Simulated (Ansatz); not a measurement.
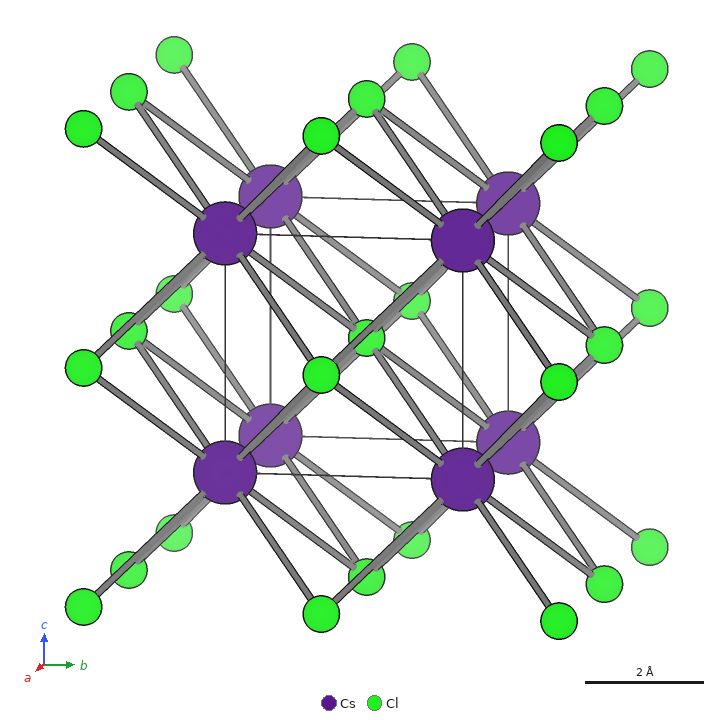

Shown here is a ball-and-stick view of the crystal, taken slightly off an axis. Thin lines show the conventional unit cell, with boundary atoms drawn in all their periodic places. Some neighbours outside the box are added.

CsCl, space group Pm-3m (No. 221), a = 4.14 Å, b = 4.14 Å, c = 4.14 Å, α = 90.00°, β = 90.00°, γ = 90.00°.

Level of theory and settings: Ansatz, G0W0 on PBE, plane waves, PAW, E_cut = 420 eV, a 4×4×4 grid in reciprocal space, no spin polarisation.

> How large a gap does the method give, if there is one?

An insulator at this level, with a gap of 5.23 eV, direct.

Starting structure: a structure listed in the Materials Project. Earlier steps of the study may have refined or changed the cell and positions. An electronic-structure calculation with Ansatz was run on it.
